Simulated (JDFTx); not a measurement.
## SrO: geometry relaxation (part 1 of 2)

System: SrO (Fm-3m, 2 atoms in the cell).
Method: Kohn-Sham DFT of a periodic cell, PBE with D3, PseudoDojo-SR-PBE-0.5-standard, no spin polarisation (JDFTx 1.7.0 (patched build)).

The structure derives from an entry of the Crystallography Open Database.

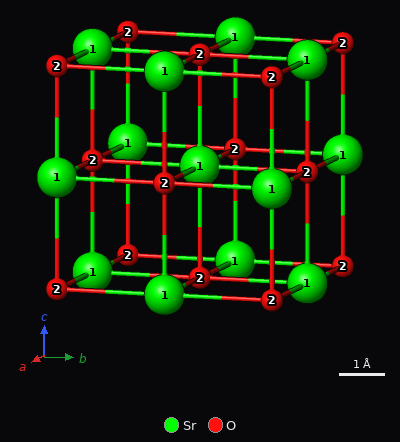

*The starting structure (ball-and-stick view of the cell 4 times as large as that of the calculation, set on its symmetry axes, seen slightly off an axis; atoms are numbered from 1 in the order of the input).*

Near neighbours in the crystal (not all of them lie inside the picture): Sr has 6 O at 2.57 Å; O has 6 Sr at 2.57 Å.

Input:
```
lattice \
    0.0000000000     2.5663000000     2.5663000000 \
    2.5663000000     0.0000000000     2.5663000000 \
    2.5663000000     2.5663000000     0.0000000000
latt-scale 1.889726124626 1.889726124626 1.889726124626
coords-type Lattice
ion Sr     0.5000000000     0.5000000000     0.5000000000 1
ion O      0.0000000000     0.0000000000     0.0000000000 1

ion-species pseudo/Sr.upf
ion-species pseudo/O.upf
elec-cutoff 42 336
elec-ex-corr gga-PBE
van-der-waals D3
kpoint-folding 9 9 9
elec-smearing Fermi 0.0018374661
elec-n-bands 14
electronic-SCF nIterations 100 energyDiffThreshold 1e-09
electronic-minimize nIterations 30 energyDiffThreshold 1e-7
forces-output-coords Cartesian
lattice-minimize nIterations 40 energyDiffThreshold 1e-6

dump-name run.$VAR
dump End Ecomponents EigStats BandEigs Kpoints Forces Stress
```

Command:
```bash
jdftx -c 1 -i SrO.in -o SrO.out
```

Log:
```
*************** JDFTx 1.7.0 (patched build) ***************

Input parsed successfully to the following command list (including defaults):
[... the input with its defaults ...]

---------- Setting up symmetries ----------

Found 48 point-group symmetries of the bravais lattice
Found 48 space-group symmetries with basis
Applied RMS atom displacement 0 bohrs to make symmetries exact.

---------- Initializing the Grid ----------
R =
[            0       4.8496       4.8496  ]
[       4.8496            0       4.8496  ]
[       4.8496       4.8496            0  ]
unit cell volume = 228.112
G =
[  -0.647804   0.647804   0.647804  ]
[   0.647804  -0.647804   0.647804  ]
[   0.647804   0.647804  -0.647804  ]
Minimum fftbox size, Smin = [  60  60  60  ]
Chosen fftbox size, S = [  60  60  60  ]

---------- Initializing tighter grid for wavefunction operations ----------
R =
[            0       4.8496       4.8496  ]
[       4.8496            0       4.8496  ]
[       4.8496       4.8496            0  ]
unit cell volume = 228.112
G =
[  -0.647804   0.647804   0.647804  ]
[   0.647804  -0.647804   0.647804  ]
[   0.647804   0.647804  -0.647804  ]
Minimum fftbox size, Smin = [  44  44  44  ]
Chosen fftbox size, S = [  48  48  48  ]

---------- Exchange Correlation functional ----------
Initalized PBE GGA exchange.
Initalized PBE GGA correlation.

---------- Setting up pseudopotentials ----------
Width of ionic core gaussian charges (only for fluid interactions / plotting) set to 0

Reading pseudopotential file 'pseudo/Sr.upf':
  'Sr' pseudopotential, 'PBE' functional
  Generated using ONCVPSP code by D. R. Hamann
  10 valence electrons, 3 orbitals, 6 projectors, 1001 radial grid points, with lMax = 2
    4S    l: 0   occupation:  2.0   eigenvalue: -1.503063
    4P    l: 1   occupation:  6.0   eigenvalue: -0.838698
    5S    l: 0   occupation:  2.0   eigenvalue: -0.129587
  Core radius for overlap checks: 1.50 bohrs.

Reading pseudopotential file 'pseudo/O.upf':
  'O' pseudopotential, 'PBE' functional
  Generated using ONCVPSP code by D. R. Hamann
  6 valence electrons, 2 orbitals, 5 projectors, 936 radial grid points, with lMax = 2
    2S    l: 0   occupation:  2.0   eigenvalue: -0.880572
    2P    l: 1   occupation:  4.0   eigenvalue: -0.331869
  Core radius for overlap checks: 1.39 bohrs.

Initialized 2 species with 2 total atoms.

Folded 1 k-points by 9x9x9 to 729 k-points.

---------- Setting up k-points, bands, fillings ----------
Reduced to 35 k-points under symmetry.
Computing the number of bands and number of electrons
Calculating initial fillings.
nElectrons:  16.000000   nBands: 14   nStates: 35

----- Setting up reduced wavefunction bases (one per k-point) -----
average nbasis = 2966.111 , ideal nbasis = 2965.629

Initializing DFT-D3 calculator:
	Parameters set for gga-PBE functional
	s6:  1.000  s_r6:  1.217
	s8:  0.722  s_r8:  1.000
	Per-atom parameters loaded for:
	Sr:  sqrtQ[a0]:  8.674  Rcov[a0]:  3.156  CN: [ 0.00 0.98 1.91 ]
	 O:  sqrtQ[a0]:  2.594  Rcov[a0]:  1.191  CN: [ 0.00 0.99 1.99 ]

---------- Setting up ewald sum ----------
Optimum gaussian width for ewald sums = 2.202606 bohr.
Real space sum over 1331 unit cells with max indices [  5  5  5  ]
Reciprocal space sum over 2197 terms with max indices [  6  6  6  ]

Computing DFT-D3 correction:
# coordination-number Sr 18.454
# coordination-number O 5.827
# diagonal-C6 Sr 491.74
# diagonal-C6 O 10.37
EvdW_6 =   -0.005514
EvdW_8 =   -0.007500

---------- Allocating electronic variables ----------
Initializing wave functions:  linear combination of atomic orbitals
Note: number of bands (14) exceeds available atomic orbitals (9)
Sr pseudo-atom occupations:   s ( 2 2 )  p ( 6 )
O pseudo-atom occupations:   s ( 2 )  p ( 4 )
	FillingsUpdate:  mu: +0.623436976  nElectrons: 16.000000
LCAOMinimize: Iter:   0  F: -46.7939851025495059  |grad|_K:  1.135e-02  alpha:  1.000e+00
	FillingsUpdate:  mu: +0.511742460  nElectrons: 16.000000
LCAOMinimize: Iter:   1  F: -46.9645852815857623  |grad|_K:  6.024e-03  alpha:  2.259e-01  linmin: -3.044e-01  cgtest:  8.442e-01
LCAOMinimize: Encountered beta<0, resetting CG.
[... 13 lines of inner loops ...]
LCAOMinimize: Iter:   6  F: -47.0122271001446350  |grad|_K:  2.704e-06  alpha:  3.717e-01  linmin: -1.145e-03  cgtest:  2.205e-02
	FillingsUpdate:  mu: +0.424507251  nElectrons: 16.000000
LCAOMinimize: Iter:   7  F: -47.0122271199196504  |grad|_K:  6.988e-08  alpha:  7.881e-01  linmin:  2.634e-03  cgtest: -5.677e-02
LCAOMinimize: Converged (|Delta F|<1.000000e-06 for 2 iters).

--------- Lattice Minimization ---------

Computing DFT-D3 correction:
# coordination-number Sr 18.454
# coordination-number O 5.827
# diagonal-C6 Sr 491.74
# diagonal-C6 O 10.37
EvdW_6 =   -0.005514
EvdW_8 =   -0.007500

-------- Electronic minimization -----------
Will mix electronic density at each iteration.
	FillingsUpdate:  mu: +0.424507251  nElectrons: 16.000000
	FillingsUpdate:  mu: +0.383397999  nElectrons: 16.000000
SCF: Cycle:  0   F: -47.031712450632703   dF: -1.949e-02   |Residual|: 2.379e-01   |deigs|: 2.207e-01
	FillingsUpdate:  mu: +0.369444838  nElectrons: 16.000000
SCF: Cycle:  1   F: -47.101994679408023   dF: -7.028e-02   |Residual|: 1.112e-01   |deigs|: 4.256e-02
	FillingsUpdate:  mu: +0.368605287  nElectrons: 16.000000
SCF: Cycle:  2   F: -47.116162002991736   dF: -1.417e-02   |Residual|: 1.681e-02   |deigs|: 1.308e-02
	FillingsUpdate:  mu: +0.371519109  nElectrons: 16.000000
SCF: Cycle:  3   F: -47.116132415525072   dF: +2.959e-05   |Residual|: 1.413e-02   |deigs|: 4.750e-03
	FillingsUpdate:  mu: +0.371870889  nElectrons: 16.000000
SCF: Cycle:  4   F: -47.116337248218528   dF: -2.048e-04   |Residual|: 2.159e-03   |deigs|: 2.130e-03
	FillingsUpdate:  mu: +0.372176997  nElectrons: 16.000000
SCF: Cycle:  5   F: -47.116338107980610   dF: -8.598e-07   |Residual|: 1.282e-03   |deigs|: 7.558e-04
	FillingsUpdate:  mu: +0.372188762  nElectrons: 16.000000
SCF: Cycle:  6   F: -47.116338539996995   dF: -4.320e-07   |Residual|: 9.033e-04   |deigs|: 3.494e-04
	FillingsUpdate:  mu: +0.372221782  nElectrons: 16.000000
SCF: Cycle:  7   F: -47.116339181013871   dF: -6.410e-07   |Residual|: 8.744e-05   |deigs|: 2.748e-04
	FillingsUpdate:  mu: +0.372261692  nElectrons: 16.000000
SCF: Cycle:  8   F: -47.116339177772701   dF: +3.241e-09   |Residual|: 1.444e-04   |deigs|: 2.565e-04
	FillingsUpdate:  mu: +0.372255700  nElectrons: 16.000000
SCF: Cycle:  9   F: -47.116339199781244   dF: -2.201e-08   |Residual|: 2.131e-05   |deigs|: 1.254e-03
	FillingsUpdate:  mu: +0.372258665  nElectrons: 16.000000
SCF: Cycle: 10   F: -47.116339200054611   dF: -2.734e-10   |Residual|: 1.054e-05   |deigs|: 8.424e-04
	FillingsUpdate:  mu: +0.372260210  nElectrons: 16.000000
SCF: Cycle: 11   F: -47.116339200144751   dF: -9.014e-11   |Residual|: 1.882e-06   |deigs|: 4.880e-04
SCF: Converged (|Delta E|<1.000000e-09 for 2 iters).

Setting wave functions to eigenvectors of Hamiltonian

Computing DFT-D3 correction:
# coordination-number Sr 18.454
# coordination-number O 5.827
# diagonal-C6 Sr 491.74
# diagonal-C6 O 10.37
EvdW_6 =   -0.005514
EvdW_8 =   -0.007500
# Lattice vectors:
R =
[            0       4.8496       4.8496  ]
[       4.8496            0       4.8496  ]
[       4.8496       4.8496            0  ]
unit cell volume = 228.112

# Strain tensor in Cartesian coordinates:
[            0            0            0  ]
[            0            0            0  ]
[            0            0            0  ]

# Stress tensor in Cartesian coordinates [Eh/a0^3]:
[   -2.958e-05            0            0  ]
[            0   -2.958e-05            0  ]
[            0            0   -2.958e-05  ]

# Ionic positions in lattice coordinates:
ion Sr   0.500000000000000   0.500000000000000   0.500000000000000 1
ion O   0.000000000000000   0.000000000000000   0.000000000000000 1

# Forces in Cartesian coordinates:
force Sr  -0.000000000000000   0.000000000000000  -0.000000000000000 1
force O   0.000000000000000  -0.000000000000000   0.000000000000000 1

# Energy components:
   Eewald =      -38.8850906365687123
       EH =        8.3028743413136663
     Eloc =      -30.5092665133924008
      Enl =        2.5318997216359014
     EvdW =       -0.0130142137223501
      Exc =      -12.6490679346139405
 Exc_core =        3.7879869533245927
       KE =       20.3173390818784867
-------------------------------------
     Etot =      -47.1163392001447505
       TS =        0.0000000000000019
-------------------------------------
        F =      -47.1163392001447505

LatticeMinimize: Iter:   0  F: -47.116339200144751  |grad|_K:  1.913e-03

#--- Lowdin population analysis ---
# oxidation-state Sr +1.650
# oxidation-state O -1.349

Computing DFT-D3 correction:
# coordination-number Sr 18.450
# coordination-number O 5.826
# diagonal-C6 Sr 491.74
# diagonal-C6 O 10.37
EvdW_6 =   -0.005511
EvdW_8 =   -0.007494

-------- Electronic minimization -----------
Will mix electronic density at each iteration.
	FillingsUpdate:  mu: +0.372260210  nElectrons: 16.000000
	FillingsUpdate:  mu: +0.372037671  nElectrons: 16.000000
SCF: Cycle:  0   F: -47.116342442390462   dF: -5.043e-08   |Residual|: 4.728e-04   |deigs|: 3.824e-04
	FillingsUpdate:  mu: +0.372049936  nElectrons: 16.000000
SCF: Cycle:  1   F: -47.116342716991333   dF: -2.746e-07   |Residual|: 1.724e-04   |deigs|: 4.647e-04
	FillingsUpdate:  mu: +0.372047357  nElectrons: 16.000000
SCF: Cycle:  2   F: -47.116342754812791   dF: -3.782e-08   |Residual|: 1.998e-05   |deigs|: 1.087e-04
	FillingsUpdate:  mu: +0.372047580  nElectrons: 16.000000
SCF: Cycle:  3   F: -47.116342755133331   dF: -3.205e-10   |Residual|: 1.096e-05   |deigs|: 6.778e-05
	FillingsUpdate:  mu: +0.372047812  nElectrons: 16.000000
SCF: Cycle:  4   F: -47.116342755288642   dF: -1.553e-10   |Residual|: 5.078e-06   |deigs|: 3.797e-05
SCF: Converged (|Delta E|<1.000000e-09 for 2 iters).

Setting wave functions to eigenvectors of Hamiltonian

Computing DFT-D3 correction:
# coordination-number Sr 18.450
# coordination-number O 5.826
# diagonal-C6 Sr 491.74
# diagonal-C6 O 10.37
EvdW_6 =   -0.005511
EvdW_8 =   -0.007494
LatticeMinimize: 	Wolfe criterion not satisfied: alpha: 1  (E-E0)/|gdotd0|: -0.971722  gdotd/gdotd0: 0.945204 (taking cubic step)

Computing DFT-D3 correction:
# coordination-number Sr 18.442
# coordination-number O 5.824
# diagonal-C6 Sr 491.74
# diagonal-C6 O 10.37
EvdW_6 =   -0.005505
EvdW_8 =   -0.007481

-------- Electronic minimization -----------
Will mix electronic density at each iteration.
	FillingsUpdate:  mu: +0.372047812  nElectrons: 16.000000
	FillingsUpdate:  mu: +0.371602531  nElectrons: 16.000000
SCF: Cycle:  0   F: -47.116347975281045   dF: -1.968e-07   |Residual|: 9.478e-04   |deigs|: 2.962e-05
	FillingsUpdate:  mu: +0.371627251  nElectrons: 16.000000
SCF: Cycle:  1   F: -47.116349068889662   dF: -1.094e-06   |Residual|: 3.480e-04   |deigs|: 1.475e-04
	FillingsUpdate:  mu: +0.371621830  nElectrons: 16.000000
SCF: Cycle:  2   F: -47.116349226142155   dF: -1.573e-07   |Residual|: 3.980e-05   |deigs|: 3.975e-05
	FillingsUpdate:  mu: +0.371622161  nElectrons: 16.000000
SCF: Cycle:  3   F: -47.116349227614236   dF: -1.472e-09   |Residual|: 1.765e-05   |deigs|: 6.690e-06
	FillingsUpdate:  mu: +0.371622643  nElectrons: 16.000000
SCF: Cycle:  4   F: -47.116349228060429   dF: -4.462e-10   |Residual|: 8.401e-06   |deigs|: 1.619e-06
	FillingsUpdate:  mu: +0.371622909  nElectrons: 16.000000
SCF: Cycle:  5   F: -47.116349228109044   dF: -4.862e-11   |Residual|: 4.841e-06   |deigs|: 1.364e-06
SCF: Converged (|Delta E|<1.000000e-09 for 2 iters).

Setting wave functions to eigenvectors of Hamiltonian

Computing DFT-D3 correction:
# coordination-number Sr 18.442
# coordination-number O 5.824
# diagonal-C6 Sr 491.74
# diagonal-C6 O 10.37
EvdW_6 =   -0.005505
EvdW_8 =   -0.007481
# Lattice vectors:
R =
[            0      4.85223      4.85223  ]
[      4.85223            0      4.85223  ]
[      4.85223      4.85223            0  ]
unit cell volume = 228.484

# Strain tensor in Cartesian coordinates:
[  0.000542277            0            0  ]
[            0  0.000542277            0  ]
[            0            0  0.000542277  ]

# Stress tensor in Cartesian coordinates [Eh/a0^3]:
[ -2.43474e-05            0            0  ]
[            0 -2.43474e-05            0  ]
[            0            0 -2.43474e-05  ]

# Ionic positions in lattice coordinates:
ion Sr   0.500000000000000   0.500000000000000   0.500000000000000 1
ion O   0.000000000000000   0.000000000000000  -0.000000000000000 1

# Forces in Cartesian coordinates:
force Sr   0.000000000000000  -0.000000000000000   0.000000000000000 1
force O  -0.000000000000000   0.000000000000000   0.000000000000000 1

# Energy components:
   Eewald =      -38.8640155876338156
       EH =        8.3116257230375705
     Eloc =      -30.5374495209478169
      Enl =        2.5321435609807814
     EvdW =       -0.0129861604603447
      Exc =      -12.6482129876308704
 Exc_core =        3.7879869547518159
       KE =       20.3145587897936402
-------------------------------------
     Etot =      -47.1163492281090441
       TS =        0.0000000000000019
-------------------------------------
        F =      -47.1163492281090441

LatticeMinimize: Iter:   1  F: -47.116349228109044  |grad|_K:  1.577e-03  alpha:  3.000e+00  linmin: -1.000e+00

#--- Lowdin population analysis ---
# oxidation-state Sr +1.649
# oxidation-state O -1.348
```
